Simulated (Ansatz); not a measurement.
# TaN: what the fields show

The calculation's input:

```
crystal:
  lattice:
    - [3.132973709, 0.0, 0.0]
    - [-1.5664868545, 2.7132348214, 0.0]
    - [0.0, 0.0, 6.0875059951]
  atoms:
    - { symbol: Ta, position: [0.3333333333, 0.6666666667, 0.0314229066] }
    - { symbol: Ta, position: [0.6666666667, 0.3333333333, 0.5314229066] }
    - { symbol: "N", position: [0.3333333333, 0.6666666667, 0.3535770934] }
    - { symbol: "N", position: [0.6666666667, 0.3333333333, 0.8535770934] }
basis:
  ecutwfc: 500
kpoints:
  mp_grid: { grid: [12, 12, 6] }
hamiltonian:
  xc: r2scan
scf:
  occupations: { method: gaussian, width: 0.01 }
output:
  forces: true
  stress: true
  eigenvalues: true
  write_density: true
  write_potential: true
  elf: true
  volumetric_format: npy
relax:
  adjacent_minimum: "off"
  f_tol: 0.005
  max_steps: 80
  cell: { stress_tol: 0.05 }
```

Run with:

```sh
ansatz run input.yaml --threads 2 --pin off --max-ram 5120MiB --backend cpu --events-out ev --progress --plain --runs-dir out
```

Below, planes, directions and counts refer to the conventional cell (a = 3.13 Å, b = 3.13 Å, c = 6.09 Å, α = 90.00°, β = 90.00°, γ = 120.00°).

Space group P6₃mc.

Theory: Ansatz, DFT r2SCAN, scalar-relativistic, plane waves, PAW.

In a PAW calculation such maps are meaningful between the atoms, not at the nuclei.

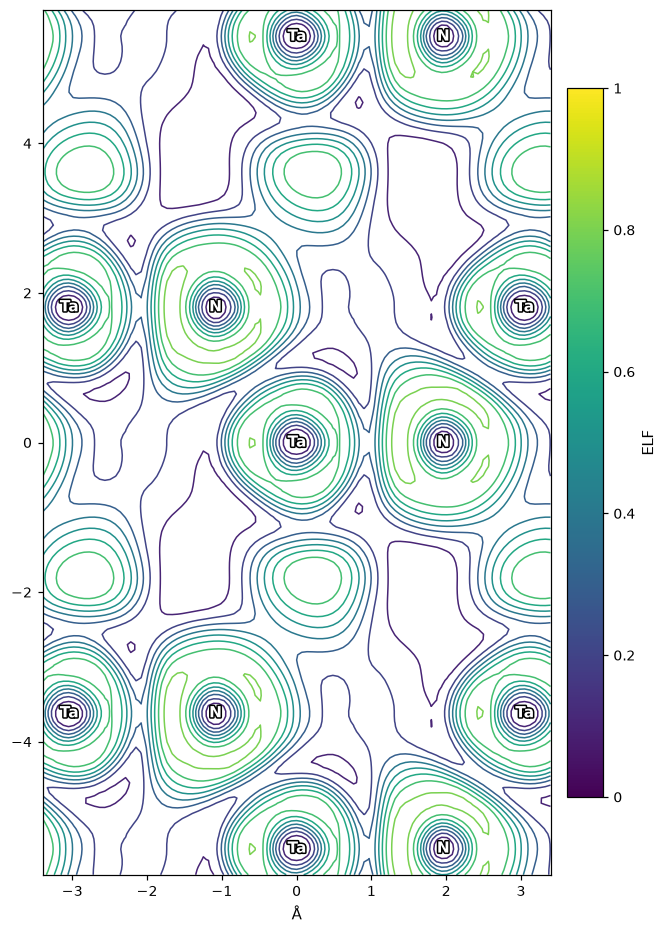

Figure 1. Electron localisation function on the (110) plane of the conventional cell.

Q: Describe what can be read from this map.

A:
- Atoms in the plane: Ta and N.
- Ta–N (1.96 Å): the ELF peaks at about 0.85 in the valence shell of N, 0.6 Å from its nucleus, and drops to about 0.30 between the two atoms.
- Ta–N (2.11 Å): the ELF peaks at about 0.80 in the valence shell of N, 0.6 Å from its nucleus, and drops to about 0.25 between the two atoms; no shared electron pair shows on this line.
- The ELF has a maximum of about 0.80 in the space between the atoms, on no atom or two-centre bond.
- The features right at Ta lie inside the PAW spheres, where the map follows smoothed inner orbitals and isn't to be read closely.

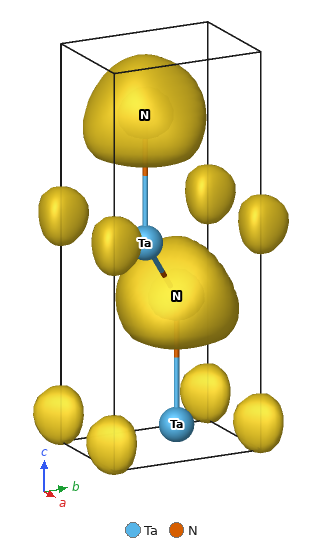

Figure 2. Isosurface of the ELF at 0.65 (yellow), seen slightly off an axis. Core shells and regions of very low density are left out. Sticks mark near contacts.

Q: Describe the localisation domains.

A: The surface consists of two regions wrapped around N (the valence shell of each) and two pockets between the atoms, centred on no nucleus (multi-centre or interstitial), counted in one cell of 4 atoms. Regions shared between cells count once.

Q: Metal or insulator at this level of theory?

A: It is gapless in this calculation (a metal or semimetal); semilocal functionals without U, or without the true magnetic order, often close the gap of such compounds.
